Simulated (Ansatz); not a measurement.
System: SnO2.

Input file:

```
crystal:
  lattice:
    - [1.633264006, 0.9429654135, 4.800592584]
    - [-1.633264006, 0.9429654135, 4.800592584]
    - [0.0, -1.885930827, 4.800592584]
  atoms:
    - { symbol: Sn, position: [0.5, 0.5, 0.5] }
    - { symbol: O, position: [0.76283, 0.76283, 0.76283] }
    - { symbol: O, position: [0.23717, 0.23717, 0.23717] }
hamiltonian:
  xc: pbe
  pseudopotentials: { kind: paw }
kpoints:
  mp_grid: { grid: [10, 10, 10] }
scf:
  occupations: { method: fermi_dirac, width: 0.05 }
output:
  forces: true
  stress: true
  eigenvalues: true
  write_density: true
  write_potential: true
  elf: true
  volumetric_format: npy
```

Run with:

```sh
ansatz run input.yaml --threads 2 --pin off --max-ram 5632MiB --backend cpu --events-out ev --progress --plain --runs-dir out
```

Below, planes, directions and counts refer to the conventional cell (a = 3.27 Å, b = 3.27 Å, c = 14.40 Å, α = 90.00°, β = 90.00°, γ = 120.00°).

Space group R-3m; a structure from a database of computed crystals, not necessarily the ambient phase; not relaxed (largest force 0.3 eV/Å); computed pressure about −4 GPa in this cell.

All numbers below come from Ansatz, Kohn-Sham DFT of a periodic cell, PBE, Ansatz PAW.

Q: What can the converged valence pseudo-density and electron localisation function tell about the bonding?

A: Sn–O (2.14 Å): ρ is about 0.58 e/Å³ halfway; the ELF peaks at about 0.80 in the valence shell of O, 0.6 Å from its nucleus, and is about 0.25 at the midpoint (no localised pair shows between them).

Q: Does the calculation make it a metal, or give it a gap?

A: It is gapped, with a Kohn–Sham gap of 1.7 eV on the k-point mesh (the band edges may lie off the mesh, which would make the gap smaller).

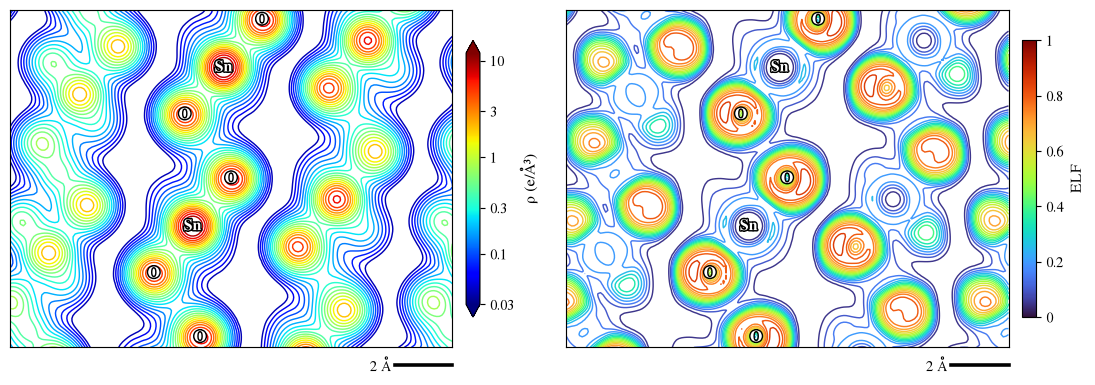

Computed valence pseudo-density and electron localisation function on the (111) plane of the conventional cell, in this order. Atoms just off the plane (Sn, 0.4 Å away and O, 0.3 Å away) can leave unmarked features too.

Core electrons are frozen (PAW), and the valence fields are smoothed inside the atomic spheres.
